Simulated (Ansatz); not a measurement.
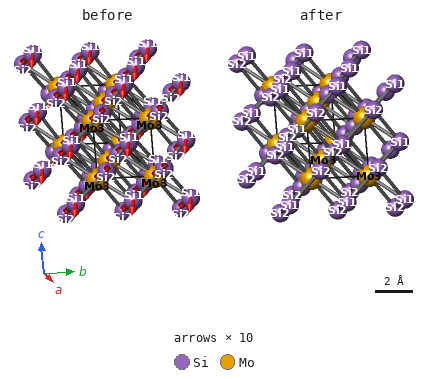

The structure of a crystal of Si$_{2}$Mo (set up in P1) before (left) and after (right) a relaxation, at one scale. The red arrows give the displacements, 10 times their true length.

A ball-and-stick model of the larger cell on standard axes (2 times the calculation's cell), seen slightly off an axis.

Computed with Ansatz 0.2.0, DFT PBE, scalar-relativistic, plane waves, PAW. Set-up: plane-wave cutoff 420 eV; k-point mesh 14 × 14 × 14; occupations gaussian; smearing width 0.15 eV; no spin polarisation; atoms relaxed in a fixed cell; force threshold 0.01 eV/Å; at most 80 steps.

Describe what moved and what it gained.

Answer. Si1 moves most: 0.100 Å roughly along [1 −1 −3]. Largest moves by element: Si 0.100 Å, Mo 0.050 Å. The cell doesn't change. Near-neighbour distances that change, for instance: Si1–Mo3 2.487 → 2.619 Å, Si1–Mo3 (another image) 2.531 → 2.619 Å, Si1–Mo3 (another image) 2.693 → 2.619 Å, Si1–Mo3 (another image) 2.705 → 2.638 Å. The space group (tolerance 0.01 Å) goes from P1 (No. 1) to I4/mmm (No. 139). After 2 accepted moves (3 points after the start) the energy has fallen by 33.2 meV per atom. The largest force component goes from 1.1 to 0.0032 eV/Å. 1 step only repeated the SCF at the same geometry. The run took 4.5 min on 1 thread of Intel(R) Xeon(R) Platinum 8488C (Sapphire Rapids), with other jobs on the host, peak memory 1.3 GiB.
